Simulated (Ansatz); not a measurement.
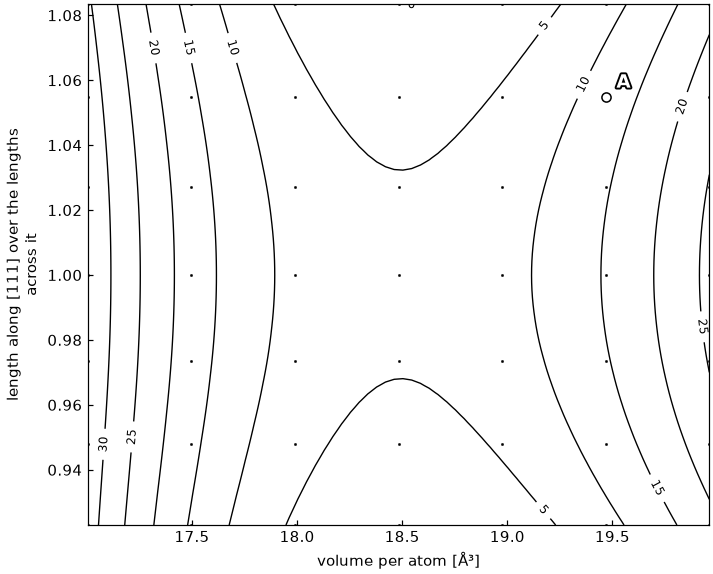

AgCl (Pm-3m, No. 221; 2 atoms in the cell). 
- The energy is mapped over volume and the cell's shape.
- First axis: volume per atom. Second axis: length along [111] over the lengths across it, relative to the cubic cell.
- Nothing is relaxed (symmetry fixes all fractional coordinates).
- Grid: 7 × 7 points.
- Points are written as (first, second).
- Energies: meV/atom, counted from the lowest grid point.
- Method: DFT PBEsol, scalar-relativistic, plane waves, PAW (Ansatz 0.2.0). Settings: cutoff 420 eV, k-mesh 12×12×12, gaussian smearing 0.05 eV, no spin polarisation.

Drawn: contour lines labelled in meV/atom, dots at the grid points, the point A. Between grid points the surface is interpolated.

> Is A at rest? If not, where is it pushed?

A, at (19.47 Å³, 1.055), is not a stationary point. The computed force is 18 meV/atom for each Å³ towards smaller values of volume per atom and 113 meV/atom for each unit towards larger values of the second coordinate.
